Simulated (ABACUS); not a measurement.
# CuO: single-point calculation (part 2 of 2)

CuO (Cc, 4 atoms in the cell); Kohn-Sham DFT of a periodic cell, PBEsol, PseudoDojo NC SR 0.4.1 PBEsol standard, no spin polarisation (ABACUS 3.10.1); cutoff 1251.72 eV, 10×10×5 k-mesh, fermi-dirac of 0.05 eV. The structure derives from an entry of the Crystallography Open Database.

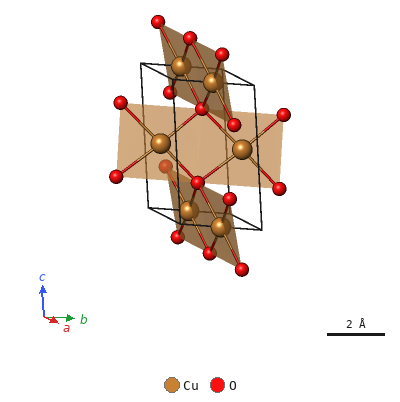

Fig. 1: The structure as given in the input (polyhedral view of the cell of the calculation, seen slightly off an axis; polyhedra are completed across the faces of the cell). An atom can appear more than once, as a periodic image.

**What the program printed, continued**
```
----------------------------------------------------------
 E_KohnSham     -823.6057069814      -11205.7305202658
 E_Harris       -820.9412811541      -11169.4791471151
 E_Fermi        0.8964819415         12.1972625582
----------------------------------------------------------

 PW ALGORITHM --------------- ION=   1  ELEC=   4--------------------------------

 Density error is 0.00185931056216
                          Error Threshold = 3.2443676505e-05
----------------------------------------------------------
     Energy           Rydberg                 eV
----------------------------------------------------------
 E_KohnSham     -823.6095585580      -11205.7829236529
 E_Harris       -824.5719945762      -11218.8775374613
 E_Fermi        0.9144123005         12.4412176082
----------------------------------------------------------

 PW ALGORITHM --------------- ION=   1  ELEC=   5--------------------------------

 Density error is 0.000388235774895
                          Error Threshold = 3.71862112431e-06
----------------------------------------------------------
     Energy           Rydberg                 eV
----------------------------------------------------------
 E_KohnSham     -823.6100306210      -11205.7893463995
 E_Harris       -823.1496982845      -11199.5262036502
 E_Fermi        0.9058865265         12.3252185015
----------------------------------------------------------

 PW ALGORITHM --------------- ION=   1  ELEC=   6--------------------------------

 Density error is 5.59475542011e-05
                          Error Threshold = 7.76471549789e-07
----------------------------------------------------------
     Energy           Rydberg                 eV
----------------------------------------------------------
 E_KohnSham     -823.6100534865      -11205.7896575016
 E_Harris       -823.4271370110      -11203.3009511761
 E_Fermi        0.9091008993         12.3689522875
----------------------------------------------------------

 PW ALGORITHM --------------- ION=   1  ELEC=   7--------------------------------

 Density error is 1.09021371823e-06
                          Error Threshold = 1.11895108402e-07
----------------------------------------------------------
     Energy           Rydberg                 eV
----------------------------------------------------------
 E_KohnSham     -823.6100646790      -11205.7898097831
 E_Harris       -823.6337894256      -11206.1126015209
 E_Fermi        0.9100653445         12.3820742373
----------------------------------------------------------

 PW ALGORITHM --------------- ION=   1  ELEC=   8--------------------------------

 Density error is 7.54054603961e-08
                          Error Threshold = 2.18042743647e-09
----------------------------------------------------------
     Energy           Rydberg                 eV
----------------------------------------------------------
 E_KohnSham     -823.6100650147      -11205.7898143510
 E_Harris       -823.6039861141      -11205.7071066649
 E_Fermi        0.9099130829         12.3800026119
----------------------------------------------------------

 PW ALGORITHM --------------- ION=   1  ELEC=   9--------------------------------

 Density error is 6.60913065652e-09
                          Error Threshold = 1.50810920792e-10
----------------------------------------------------------
     Energy           Rydberg                 eV
----------------------------------------------------------
 E_KohnSham     -823.6100650184      -11205.7898144008
 E_KS(sigma->0) -823.6093500660      -11205.7800869748
 E_Harris       -823.6082319077      -11205.7648736505
 E_band         -61.9281791532       -842.5761032484
 E_one_elec     -488.8796336532      -6651.5486538358
 E_Hartree      270.6045015900       3681.7631260743
 E_xc           -108.7151157334      -1479.1450327032
 E_Ewald        -496.6183873172      -6756.8397990842
 E_entropy(-TS) -0.0014299047        -0.0194548520
 E_descf        0.0000000000         0.0000000000
 E_exx          0.0000000000         0.0000000000
 E_Fermi        0.9099423375         12.3804006418
----------------------------------------------------------

 charge density convergence is achieved
 final etot is -11205.789814 eV
 EFERMI = 12.380400642 eV
The vacuum level is 10.506549486 eV

 STATE ENERGY(eV) AND OCCUPATIONS    NSPIN == 1
 1/141 kpoint (Cartesian) = 0.0000 0.0000 0.0000 (1023 pws)
       1       -99.8356     0.00400000
       2       -99.8349     0.00400000
       3       -57.5635     0.00400000
       4       -57.5634     0.00400000
       5       -57.5289     0.00400000
       6       -57.5200     0.00400000
       7       -57.1085     0.00400000
       8       -57.1080     0.00400000
       9       -7.49449     0.00400000
      10       -6.13761     0.00400000
      11        4.12345     0.00400000
      12        6.77498     0.00400000
      13        7.15115     0.00400000
      14        9.01838     0.00400000
      15        9.07041     0.00400000
      16        9.13264     0.00400000
      17        9.39421     0.00400000
      18        9.64290     0.00400000
      19        9.69973     0.00400000
      20        9.93702     0.00400000
      21        10.1378     0.00400000
      22        10.2638     0.00400000
      23        10.3408     0.00400000
      24        10.8245     0.00400000
      25        12.6041    4.50805e-05
      26        13.2978    4.29753e-11
      27        13.9986    3.51701e-17
      28        18.2401    5.07214e-54
      29        20.4052    7.93830e-73
      30        25.5460        0.00000

 2/141 kpoint (Cartesian) = 0.021325 -0.029182 0.0036272 (1021 pws)
       1       -99.8355      0.0160000
       2       -99.8349      0.0160000
       3       -57.5647      0.0160000
       4       -57.5635      0.0160000
       5       -57.5287      0.0160000
       6       -57.5201      0.0160000
       7       -57.1093      0.0160000
       8       -57.1082      0.0160000
       9       -7.42550      0.0160000
      10       -6.11607      0.0160000
      11        4.23428      0.0160000
      12        6.75578      0.0160000
      13        7.12220      0.0160000
      14        8.22295      0.0160000
      15        8.87578      0.0160000
      16        9.21967      0.0160000
      17        9.42286      0.0160000
      18        9.67469      0.0160000
      19        9.81741      0.0160000
      20        10.1032      0.0160000
      21        10.2512      0.0160000
      22        10.3287      0.0160000
      23        10.3643      0.0160000
      24        10.8252      0.0160000
      25        12.5014     0.00130579
      26        13.1997    1.22502e-09
      27        14.3862    6.05049e-20
      28        18.6847    2.78948e-57
      29        20.1700    3.50675e-70
      30        24.6984        0.00000

 3/141 kpoint (Cartesian) = 0.042650 -0.058363 0.0072543 (1016 pws)
       1       -99.8353      0.0160000
       2       -99.8348      0.0160000
       3       -57.5680      0.0160000
       4       -57.5635      0.0160000
       5       -57.5280      0.0160000
       6       -57.5207      0.0160000
       7       -57.1117      0.0160000
       8       -57.1082      0.0160000
       9       -7.23807      0.0160000
      10       -6.05894      0.0160000
      11        4.53134      0.0160000
      12        6.68531      0.0160000
      13        6.97822      0.0160000
      14        7.21591      0.0160000
      15        8.56636      0.0160000
      16        8.89592      0.0160000
      17        9.49173      0.0160000
      18        9.78467      0.0160000
      19        9.98452      0.0160000
      20        10.2044      0.0160000
      21        10.2677      0.0160000
      22        10.5307      0.0160000
      23        10.5756      0.0160000
      24        10.8279      0.0160000
      25        12.3289      0.0117910
      26        13.0371    3.16139e-08
      27        15.3244    4.29717e-28
      28        19.4754    3.78288e-64
      29        19.7661    1.12894e-66
      30        23.0765        0.00000

 4/141 kpoint (Cartesian) = 0.063975 -0.087545 0.010882 (1019 pws)
       1       -99.8350      0.0160000
       2       -99.8346      0.0160000
       3       -57.5722      0.0160000
       4       -57.5636      0.0160000
       5       -57.5270      0.0160000
       6       -57.5215      0.0160000
       7       -57.1148      0.0160000
       8       -57.1081      0.0160000
       9       -6.99067      0.0160000
      10       -5.98721      0.0160000
      11        4.90666      0.0160000
      12        6.03479      0.0160000
      13        6.60932      0.0160000
      14        7.11578      0.0160000
      15        8.29019      0.0160000
      16        8.42772      0.0160000
      17        9.61676      0.0160000
      18        9.86656      0.0160000
      19        10.1199      0.0160000
      20        10.2310      0.0160000
      21        10.3136      0.0160000
      22        10.6909      0.0160000
      23        10.7474      0.0160000
      24        10.8918      0.0160000
      25        12.3028      0.0132032
      26        12.8797    7.36098e-07
      27        16.4247    1.18958e-37
      28        18.5359    5.46759e-56
      29        21.0323    1.13498e-77
      30        21.4936    1.11544e-81

 5/141 kpoint (Cartesian) = 0.085301 -0.11673 0.014509 (1026 pws)
       1       -99.8348      0.0160000
       2       -99.8345      0.0160000
       3       -57.5755      0.0160000
       4       -57.5637      0.0160000
       5       -57.5257      0.0160000
       6       -57.5226      0.0160000
       7       -57.1172      0.0160000
       8       -57.1080      0.0160000
       9       -6.77500      0.0160000
      10       -5.92899      0.0160000
      11        5.17459      0.0160000
      12        5.35007      0.0160000
      13        6.57785      0.0160000
      14        7.11562      0.0160000
      15        8.00238      0.0160000
      16        8.11695      0.0160000
      17        9.74777      0.0160000
      18        9.93024      0.0160000
      19        10.1780      0.0160000
      20        10.2103      0.0160000
      21        10.3981      0.0160000
      22        10.8326      0.0160000
      23        10.8610      0.0160000
      24        11.0110      0.0160000
      25        12.3339      0.0114742
      26        12.7338    1.36312e-05
      27        17.2363    1.06254e-44
      28        17.9441    7.55674e-51
      29        20.1007    1.40007e-69
      30        22.3218    7.14860e-89

 6/141 kpoint (Cartesian) = 0.10663 -0.14591 0.018136 (1032 pws)
       1       -99.8346     0.00800000
       2       -99.8345     0.00800000
       3       -57.5768     0.00800000
       4       -57.5637     0.00800000
       5       -57.5249     0.00800000
       6       -57.5233     0.00800000
       7       -57.1182     0.00800000
       8       -57.1080     0.00800000
       9       -6.68818     0.00800000
      10       -5.90699     0.00800000
      11        5.03076     0.00800000
      12        5.34428     0.00800000
      13        6.58331     0.00800000
      14        7.11249     0.00800000
      15        7.84384     0.00800000
      16        8.04860     0.00800000
      17        9.81228     0.00800000
      18        9.96999     0.00800000
      19        10.1647     0.00800000
      20        10.1909     0.00800000
      21        10.4324     0.00800000
      22        10.8817     0.00800000
      23        10.9526     0.00800000
      24        11.0764     0.00800000
      25        12.3343     0.00572332
      26        12.6592    3.01613e-05
      27        17.1113    6.46915e-44
      28        18.5232    3.52822e-56
      29        19.2059    4.14824e-62
      30        23.3111        0.00000

[... levels at 135 further k points ...]

------------------------------------------------------------------------------------------
 TOTAL-FORCE (eV/Angstrom)
------------------------------------------------------------------------------------------
                       Cu1        -0.5994217384        -0.3209732958         0.2281628378
                       Cu2        -0.5994217384         0.3209732958         0.2281628378
                        O1         0.5994217384        -0.4172882704        -0.2281628378
                        O2         0.5994217384         0.4172882704        -0.2281628378
------------------------------------------------------------------------------------------

----------------------------------------------------------------
 TOTAL-STRESS (KBAR)
----------------------------------------------------------------
       -35.7384503357         0.0000000000       -10.0934417753
        -0.0000000000        -5.4726461473         0.0000000000
       -10.0934417753         0.0000000000       -47.5173085555
----------------------------------------------------------------
 TOTAL-PRESSURE: -29.576135 KBAR

 --------------------------------------------
 !FINAL_ETOT_IS -11205.7898144008158852 eV
 --------------------------------------------
```

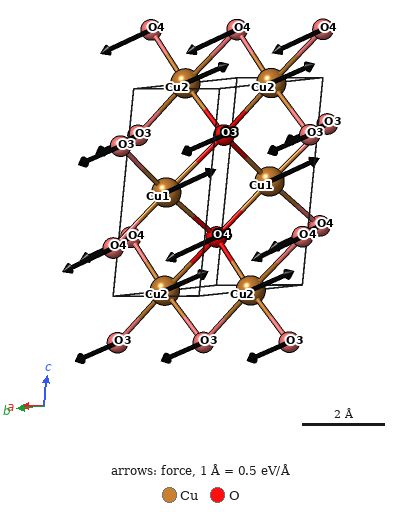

Fig. 2: Forces on the atoms as black arrows (ball-and-stick view of the cell of the calculation, seen at an oblique angle; neighbours outside the cell are drawn fainter; atoms are numbered from 1 in the order of the input). The largest act on O3, O4 (0.77 eV/Å); Cu1, Cu2 (0.72 eV/Å). The geometry is not a stationary point of this energy.

The run was set up as follows.

**Input file**
```
INPUT_PARAMETERS
suffix              CuO
calculation         scf
basis_type          pw
pseudo_dir          ./
symmetry            1
dft_functional      pbesol
ecutwfc             92
pseudo_rcut         7
nspin               1
nbands              30
ks_solver           dav
smearing_method     fd
smearing_sigma      0.00367493
scf_thr             1e-08
scf_nmax            100
mixing_type         broyden
mixing_beta         0.7
cal_force           1
cal_stress          1
out_chg             1
out_pot             2
out_elf             1
```

**File STRU**
```
ATOMIC_SPECIES
Cu 63.5460 Cu.upf
O 15.9990 O.upf

LATTICE_CONSTANT
1.8897261246

LATTICE_VECTORS
2.3446500000 -1.7134000000 0.0000000000
2.3446500000 1.7134000000 0.0000000000
-0.8605543552 0.0000000000 5.0594363927

ATOMIC_POSITIONS
Direct

Cu
0.0
2
0.4968000000 0.0032000000 0.5000000000 1 1 1
0.0032000000 0.4968000000 0.0000000000 1 1 1

O
0.0
2
0.4056000000 0.5714000000 0.7537000000 1 1 1
0.5714000000 0.4056000000 0.2537000000 1 1 1
```

**File KPT**
```
K_POINTS
0
Gamma
10 10 5 0 0 0
```

Launched with:
```bash
OMP_NUM_THREADS=1 mpirun -np 4 abacus > log
```

**Key numbers**

- outcome: converged
- space group (tolerance 0.01 Å): Cc (9)
- electrons treated: 50
- free energy: −11205.7898 eV
- Fermi energy: 12.380 eV
- gap on the k-point mesh: none (metallic)
- pressure: −2.96 GPa
- largest force (length of the vector): 0.765 eV/Å
- hardware: 4 threads of Intel Xeon (Granite Rapids), 32 GiB of memory available, shared host
- wall time: 61 s (CPU time 4.1 min)
- peak memory: 0.52 GiB

The run has no spin polarisation, so a magnetic state may lie lower.
